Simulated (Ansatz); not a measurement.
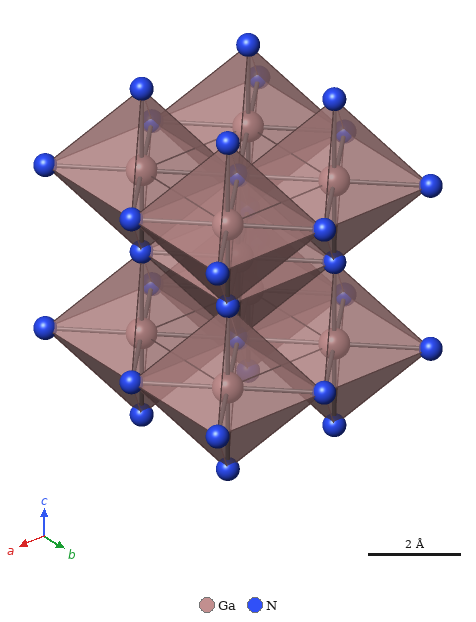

Figure 1. The structure (polyhedral view of the cell 2 times as large as that of the calculation, set on its symmetry axes, seen at an oblique angle; polyhedra are completed across the faces of the cell).

**GaN: band-structure calculation**

System: GaN (I4/mmm, 2 atoms in the cell).
Method: DFT, r2SCAN, plane waves, PAW, no spin polarisation (Ansatz 0.2.0).

The structure was built on a prototype by a generator. The geometry comes from this level: r2SCAN (a point of a series of strains). It belongs to a series of runs on one base structure; here: uniaxial_z strain -2.3%.

Input
```yaml
crystal:
  lattice:
    - [0.0, 2.1085154154, 2.060441264]
    - [2.1085154154, 0.0, 2.060441264]
    - [2.1085154154, 2.1085154154, 0.0]
  atoms:
    - { symbol: Ga, position: [0.0, 0.0, 0.0] }
    - { symbol: "N", position: [0.5, 0.5, 0.5] }
kpoints:
  mp_grid: { grid: [10, 10, 10] }
  band_path:
    path:
      - [0.0, 0.0, 0.0]
      - [0.5, 0.0, 0.5]
      - [0.625, 0.25, 0.625]
      - [0.375, 0.375, 0.75]
      - [0.5, 0.5, 0.5]
      - [0.5, 0.25, 0.75]
      - [0.1875, 0.1875, 0.375]
    npoints: 1
hamiltonian:
  xc: r2scan
scf:
  occupations: { method: fixed }
  n_extra_bands: 4
output:
  forces: true
  stress: true
  eigenvalues: true
  write_density: true
  write_potential: true
  elf: true
  volumetric_format: npy
```

Machine: 4 threads of an Arm (aarch64) CPU, shared host.

Launch command:
```bash
ansatz run input.yaml --threads 4 --pin off --max-ram 3686MiB --backend cpu --events-out ev --progress --plain --runs-dir out
```

The program's output
```
scf.n_extra_bands = 4 over 9 filled bands (N_el = 18.0): the run solves 13 bands
Engine: ansatz 0.2.0, aarch64-unknown-linux-gnu
Pseudopotentials: kind: paw
Pseudopotential: Ga, paw, valence charge 13, recommended cutoff 500 eV (meta_gga), Ga.paw.azcp
Pseudopotential: N, paw, valence charge 5, recommended cutoff 500 eV (meta_gga), N.paw.azcp
Functional definition: r2SCAN
  parameter k0 = 0.174
  parameter k1 = 0.065
  parameter a1 = 4.9479
  exchange = r2scan_x(k0 = k0, k1 = k1, a1 = a1)
  correlation = r2scan_c
Crystal: 2 atoms, lattice volume = 18.321 Å³
Basis set: ecut = 500 eV, 475 PW (Γ), exchange–correlation on 96×96×96 points (64 copies of the dense FFT grid, shifted against one another)
Bands: 13, of which v1, the nominal top of the filled ones, is band 9 counted from 1 (8 counted from 0)
Symmetry: 16 space group operations
Space group: I4/mmm (ITA 139), of the structure as read, at distance tolerance 2.6e-5 Å
k-points: 102 of 1000
Non-local potential: Ga, projectors of the file, l = 0: 2, l = 1: 2, l = 2: 3, l = 3: 1
Non-local potential: N, projectors of the file, l = 0: 2, l = 1: 2, l = 2: 1
PAW form: soft (Blöchl's): semilocal exchange-correlation on the pseudo side does not see the compensation charge
PAW frozen core: Ga, regenerated for the run's functional (the file was generated under x = pbe(κ = 0.804, μ = 0.2195149727645171), c = pbe(β = 0.06672455060314922))
PAW frozen core: N, regenerated for the run's functional (the file was generated under x = pbe(κ = 0.804, μ = 0.2195149727645171), c = pbe(β = 0.06672455060314922))
PAW one-centre angular grid: Ga, 590 points (default); XC on 160 Gauss nodes
PAW one-centre angular grid: N, 302 points (default); XC on 160 Gauss nodes
Initial density: superposition of atomic densities (neutral atoms: chi_scale 0, normalization atom), corrected by the library's trained network
Initial wavefunctions: pseudopotential atomic-orbital guess
Functional: x = r2scan, c = r2scan; τ floored in thin density (d = 2e-4 eV/Å³)
SCF iter   1: F=—  HF=-4175.365483 eV  |F-HF|=—  |Δ(HF+E_count)|=         —  Δρ=1.65e-2  dr2=1.71e-2  dr2_τ=1.00e-1  ethr=1.77e-3  ⟨swp⟩=4.2  Hψ=6083  notcnv=0  defer=140
preconditioner: auto → none  [insulator: Δε(μ)=1.125 eV  Ē_g=20.864 eV  n_scr=8 (ndim 8)  ℏωp=36.8 eV  f_vac=0.000  ε∞_Penn≈4.1]
SCF iter   2: F=—  HF=-4175.424960 eV  |F-HF|=—  |Δ(HF+E_count)|=   5.95e-2  Δρ=6.99e-3  dr2=4.99e-3  dr2_τ=1.05e-4  ethr=9.48e-5  ⟨swp⟩=2.4  Hψ=3317  notcnv=0  defer=202
SCF iter   3: F=—  HF=-4175.425243 eV  |F-HF|=—  |Δ(HF+E_count)|=   2.83e-4  Δρ=4.21e-3  dr2=1.17e-3  dr2_τ=1.35e-4  ethr=2.77e-5  ⟨swp⟩=2.7  Hψ=2354  notcnv=0  defer=203
SCF iter   4: F=—  HF=-4175.425195 eV  |F-HF|=—  |Δ(HF+E_count)|=   4.82e-5  Δρ=9.08e-4  dr2=9.94e-5  dr2_τ=3.26e-5  ethr=6.48e-6  ⟨swp⟩=2.5  Hψ=2177  notcnv=0  defer=203
SCF iter   5: F=—  HF=-4175.425186 eV  |F-HF|=—  |Δ(HF+E_count)|=   9.32e-6  Δρ=1.71e-4  dr2=5.15e-6  dr2_τ=3.35e-7  ethr=5.52e-7  ⟨swp⟩=2.1  Hψ=1947  notcnv=0  defer=25
SCF iter   6: F=—  HF=-4175.425185 eV  |F-HF|=—  |Δ(HF+E_count)|=   7.49e-7  Δρ=1.18e-4  dr2=2.50e-6  dr2_τ=1.75e-7  ethr=2.86e-8  ⟨swp⟩=2.0  Hψ=2190  notcnv=0  defer=1
SCF iter   7: F=—  HF=-4175.425185 eV  |F-HF|=—  |Δ(HF+E_count)|=   4.19e-7  Δρ=6.17e-5  dr2=6.93e-7  dr2_τ=7.80e-9  ethr=1.39e-8  ⟨swp⟩=1.0  Hψ=1326  notcnv=0  defer=1
SCF iter   8: F=-4175.425184 eV  HF=-4175.425184 eV  |F-HF|=3.21e-8  |Δ(HF+E_count)|=   1.46e-7  Δρ=1.61e-5  dr2=4.87e-8  dr2_τ=5.73e-10  ethr=5.56e-10  ⟨swp⟩=7.9  Hψ=8894  notcnv=0
SCF 1 converged in 8 iterations: F = -4175.425184 eV  dr2 = 4.87e-8
  greatest PAW one-centre occupation: 0.996 electrons in one spin orbital (limit 2), on the Ga atom at site 0 (counted from 0), in its partial waves of l = 2
NSCF: frozen V_eff on 7 k-points
SCF converged after 8 iterations
Free energy (F): -4175.425184 eV
Harris-Foulkes:  -4175.425184 eV  (|F-HF|=3.21e-8)
Internal energy: -4175.425184 eV  (E = F + TS)
E sigma→0 (E₀):  -4175.425184 eV
Fermi energy:    13.465949 eV
--- Per-component energies (eV) ---
  E_band       = 45.550723
  E_kinetic    = 249.666573
  E_local      = -1645.705669  (includes V_loc(G=0)·N_el)
  E_nonlocal   = 479.834089
  E_hartree    = 778.792105
  E_xc         = -121.997173
  E_vxc        = -143.685160  (∫ρ·V_xc dr)
  E_paw        = -2141.510859  (= ΣΔE_a)
  E_vpaw       = -459.720645  (= ΣTr[D̂ρ^β])
  E_aug_tail   = -0.000026  (compensation charges beyond the density's cutoff)
  E_vtau       = 7.579380  (kinetic-family band-sum trace: ∫τ·v_τ [+ j·A + Jᵃ·Aᵃ] dr)
  E_ewald      = -1773.821591
  E_core_change = -0.682634  (= ΣΔE_core)
  E_smearing   = -0.000000  (= −TS)
  E_closure    = 0.000000  (closes the sum)
  Σ components = -4175.425184   (vs F -4175.425184, Δ=0.00e0)
--- Forces (eV/Å), atoms counted from 1 ---
  atom   1  Ga    -0.00000000     0.00000000     0.00000000
  atom   2  N      0.00000000     0.00000000     0.00000000
  max |Σ_I F_I| component: 5.92e-30 eV/Å
--- Stress (GPa, compression-positive) ---
        4.401733       0.000000       0.000000
        0.000000       4.401733      -0.000000
        0.000000       0.000000       9.601986
  P = ⅓ Tr σ = 6.1352 GPa (61.352 kbar)
--- Band table (eV; the first three rows and the last of 102) ---
  k-point 0: bands = ["-4.8990", "-1.0203", "-1.0203", "-1.0097", "-0.9486", "-0.9133", "12.7746", "12.9954", "12.9954", "16.6156", "28.9417", "28.9417", "29.1318"]
  k-point 1: bands = ["-4.6976", "-1.0259", "-1.0134", "-1.0030", "-0.9586", "-0.9308", "11.7559", "12.8962", "13.0069", "17.5431", "26.7337", "28.2383", "28.6527"]
  k-point 2: bands = ["-4.1145", "-1.0571", "-1.0497", "-1.0347", "-0.9223", "-0.9187", "9.6467", "12.9949", "13.0466", "18.8548", "24.7116", "26.4123", "27.0111"]
  k-point 101: bands = ["-3.1434", "-1.2073", "-0.8210", "-0.7149", "-0.7149", "2.0786", "6.0465", "10.1454", "10.1454", "14.6523", "21.7947", "27.0568", "29.3850"]
```

File bands.tsv
```
# k_distance	band_0	band_1	band_2	band_3	band_4	band_5	band_6	band_7	band_8	band_9	band_10	band_11	band_12
# fermi_ev = 13.465949
# lock_threshold_ev = 1e-6
# [0, 0, 0] at k_distance = 0.000000
# [0.5, 0, 0.5] at k_distance = 1.489955
# [0.625, 0.25, 0.625] at k_distance = 2.022914
# [0.375, 0.375, 0.75] at k_distance = 2.938904
# [0.5, 0.5, 0.5] at k_distance = 3.865558
# [0.5, 0.25, 0.75] at k_distance = 4.931476
# [0.1875, 0.1875, 0.375] at k_distance = 5.881140
# levels_relative_to = fermi_ev
# free_energy_ev = -4175.425184
# largest_residual_norms_ev = 3.071e-4 5.021e-4 5.182e-4 4.272e-4 5.980e-4 4.879e-4 5.697e-4 1.683e-3 8.541e-4 9.972e-4 1.154e-3 8.663e-4 8.879e-4
0.000000	-18.364993	-14.486263	-14.486263	-14.475668	-14.414513	-14.379283	-0.691327	-0.470557	-0.470557	3.149627	15.475755	15.475755	15.665887
1.489955	-16.643296	-14.667647	-14.279828	-14.208280	-14.175361	-11.612712	-7.478292	-3.339974	-3.004040	1.426051	8.614113	13.284777	15.785577
2.022914	-16.297576	-14.592884	-14.437821	-14.338414	-14.227132	-12.062851	-6.441580	-5.910316	-2.173098	4.066115	9.985240	12.378153	13.939042
2.938904	-16.315113	-14.599317	-14.435514	-14.319887	-14.220177	-11.911378	-6.431282	-5.827292	-2.347448	3.755394	9.806312	12.690776	13.747691
3.865558	-15.177353	-14.710170	-14.686344	-14.677308	-14.257288	-14.238835	-8.512374	-0.241691	-0.117287	5.495781	9.777244	10.295875	10.768393
4.931476	-16.291933	-14.486227	-14.485593	-14.469950	-14.178023	-11.759595	-5.657523	-5.621019	-4.554474	5.834973	10.834343	11.300400	11.601092
5.881140	-16.790179	-14.578966	-14.550420	-14.516805	-14.382777	-14.140601	-4.951662	-2.692015	-0.039508	7.213960	9.294096	11.119144	11.506054
```

File rho_z.tsv
```
# z_ang	rho[e/angstrom^3]
# format = ansatz-planar-average/11
# lattice	0.000000000	2.108515415	2.060441264
# lattice	2.108515415	0.000000000	2.060441264
# lattice	2.108515415	2.108515415	0.000000000
# sites	2
# site	31	0.000000000	0.000000000	0.000000000
# site	7	2.108515415	2.108515415	2.060441264
0.000000	2.356225e0
0.124245	2.150445e0
0.248491	1.660846e0
0.372736	1.145787e0
0.496982	7.823812e-1
0.621227	5.984420e-1
0.745473	5.427912e-1
0.869718	5.601938e-1
0.993964	6.135533e-1
1.118209	6.768179e-1
1.242455	7.302088e-1
1.366700	7.632621e-1
1.490946	7.741101e-1
1.615191	7.632621e-1
1.739436	7.302088e-1
1.863682	6.768179e-1
1.987927	6.135533e-1
2.112173	5.601938e-1
2.236418	5.427912e-1
2.360664	5.984420e-1
2.484909	7.823812e-1
2.609155	1.145787e0
2.733400	1.660846e0
2.857646	2.150445e0
```

File v_z.tsv
```
# z_ang	v_es[eV]	v_tot[eV]
# format = ansatz-planar-average/11
# xc	r2scan
# density_cutoff_ev	2000
# datasets	Ga=:simpson_from_first_knot:soft:shift=0	N=:simpson_from_first_knot:soft:shift=0
# lattice	0.000000000	2.108515415	2.060441264
# lattice	2.108515415	0.000000000	2.060441264
# lattice	2.108515415	2.108515415	0.000000000
# sites	2
# site	31	0.000000000	0.000000000	0.000000000
# site	7	2.108515415	2.108515415	2.060441264
0.000000	5.668935e0	-6.083694e0
0.124245	5.751798e0	-6.054684e0
0.248491	5.998910e0	-5.987037e0
0.372736	6.402717e0	-5.787406e0
0.496982	6.946006e0	-5.354788e0
0.621227	7.429447e0	-5.020664e0
0.745473	7.632525e0	-5.101583e0
0.869718	7.546271e0	-5.495197e0
0.993964	7.238400e0	-6.056317e0
1.118209	6.753579e0	-6.698794e0
1.242455	6.166481e0	-7.338811e0
1.366700	5.671107e0	-7.875497e0
1.490946	5.481277e0	-8.098704e0
1.615191	5.671107e0	-7.875497e0
1.739436	6.166481e0	-7.338811e0
1.863682	6.753579e0	-6.698794e0
1.987927	7.238400e0	-6.056317e0
2.112173	7.546271e0	-5.495197e0
2.236418	7.632525e0	-5.101583e0
2.360664	7.429447e0	-5.020664e0
2.484909	6.946006e0	-5.354788e0
2.609155	6.402717e0	-5.787406e0
2.733400	5.998910e0	-5.987037e0
2.857646	5.751798e0	-6.054684e0
```

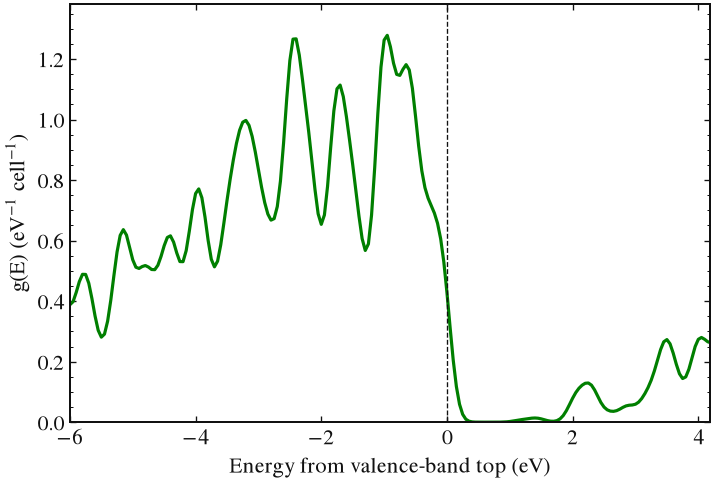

Figure 2. Density of states (the curve is built from the levels of the k mesh with Gaussians 0.3 eV wide, which also blur the band edges), with energies from the valence-band top. There is a gap of 1.19 eV on the k-point mesh. Small ripples come from the finite k-point mesh.

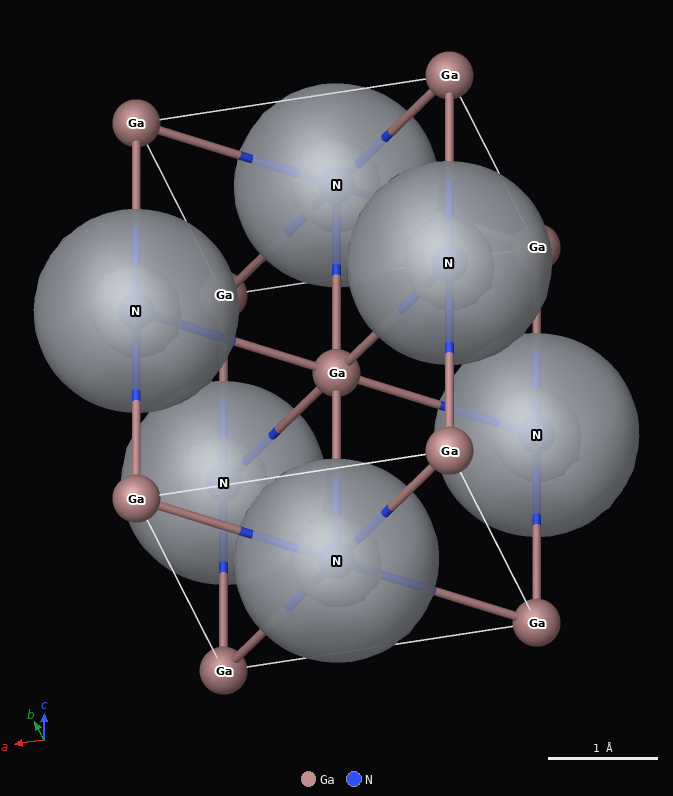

Figure 3. Isosurface of the ELF at 0.65 (grey), seen at an oblique angle. Core shells and regions of very low density are left out. Sticks mark near contacts. The outline is the cell set on symmetry axes. Values along the shortest contacts: Ga–N (2.06 Å): the ELF is about 0.40 at the midpoint. Ga–N (2.11 Å): the ELF is about 0.35 at the midpoint. The fields are those of the smooth PAW valence density.

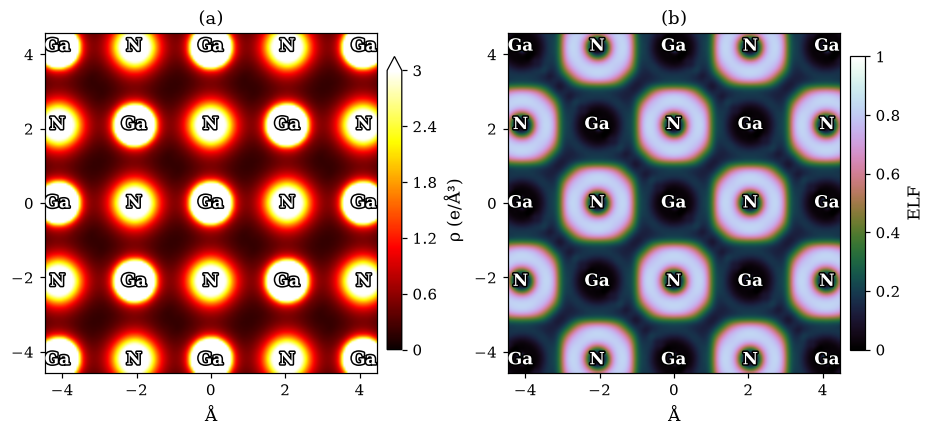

Figure 4. (a) valence charge density (pseudo); (b) electron localisation function on the (110) plane of the conventional cell. Atoms in the plane: Ga and N. Ga–N (2.06 Å): the density is about 0.58 e/Å³ at the midpoint; the ELF is about 0.40 at the midpoint. Ga–N (2.11 Å): ρ at the midpoint is about 0.53 e/Å³; the ELF is about 0.35 at the midpoint. Away from the nuclei the density in this plane falls to 0.19 e/Å³ at its lowest.

Results in brief

| quantity | value |
| --- | --- |
| outcome | converged |
| space group (tolerance 0.01 Å) | I4/mmm (139) |
| electrons treated | 18 |
| free energy | −4175.4252 eV |
| Fermi energy | 13.466 eV |
| gap on the k-point mesh | 1.19 eV |
| pressure | 6.14 GPa |
| largest force (length of the vector) | under 0.001 eV/Å |
| wall time | 1.6 s (CPU time 5.4 s) |
| peak memory | 0.37 GiB |
